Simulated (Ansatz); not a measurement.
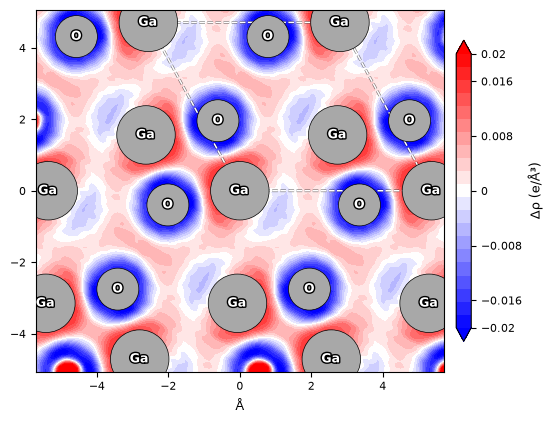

Ga2O. Difference of the valence pseudo-densities of two functionals at the same geometry, on the (001) plane of the calculation cell: one of PBE and r2SCAN less the other.

Both computed with Ansatz (plane waves, PAW), on the same k-point mesh. Grey discs cover the atomic cores.

```
CELL_PARAMETERS angstrom
-2.27678 4.00673 2.74071
2.27678 -4.00673 2.74071
2.27678 4.00673 -2.74071
ATOMIC_POSITIONS crystal
Ga 0.16684 0.33766 0.50449
Ga 0.66684 0.16234 0.82918
Ga 0.83316 0.66234 0.49551
Ga 0.33316 0.83766 0.17082
O 0.75000 0.25000 0.50000
O 0.25000 0.75000 0.50000
```

### Which was subtracted from which, and what does the map show?

It is PBE less r2SCAN. Against r2SCAN, PBE gives more density around Ga (+0.005 e/Å³ on average at 1.0 Å from the nucleus) and less density around O (−0.015 e/Å³ on average at 0.7 Å from the nucleus).
